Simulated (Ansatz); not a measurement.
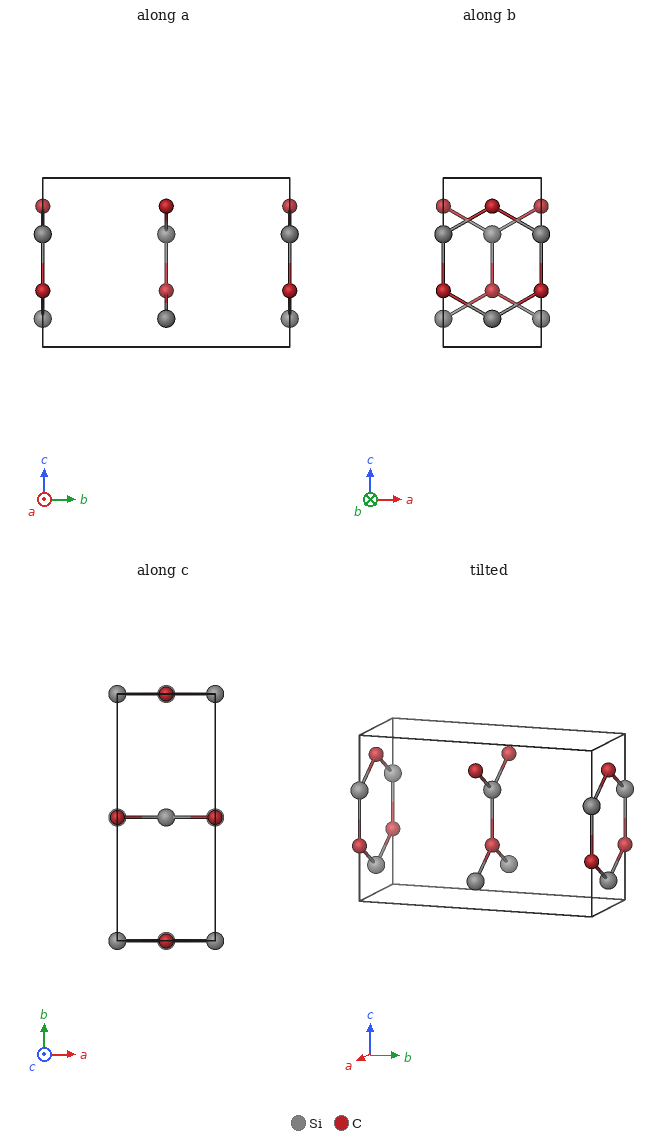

Shown here is a ball-and-stick view of the crystal, taken along the a axis, along the b axis, along the c axis and slightly off an axis. The conventional unit cell is outlined; an atom on or near a face, edge or corner is repeated at each equivalent position.

Lattice parameters: a = 3.102 Å, b = 7.827 Å, c = 5.357 Å, α = 90.00°, β = 90.00°, γ = 90.00°. Put a along x and b in the xy plane.

Q: Express the structure as a POSCAR file.

A:
```
Si C
1.0
     3.102    0.000    0.000
     0.000    7.827    0.000
     0.000    0.000    5.357
Si C
4 4
Direct
  0.5000 0.0000 0.1670
  0.5000 0.5000 0.6670
  0.0000 0.0000 0.6670
  0.0000 0.5000 0.1670
  0.5000 0.0000 0.8330
  0.5000 0.5000 0.3330
  0.0000 0.0000 0.3330
  0.0000 0.5000 0.8330
```

The structure comes from a structure type filled with these elements by a generator (whether the compound takes this form wasn't checked). It is drawn as it came out of a relaxation with Ansatz 0.2.0, DFT PBE, scalar-relativistic, plane waves, PAW.
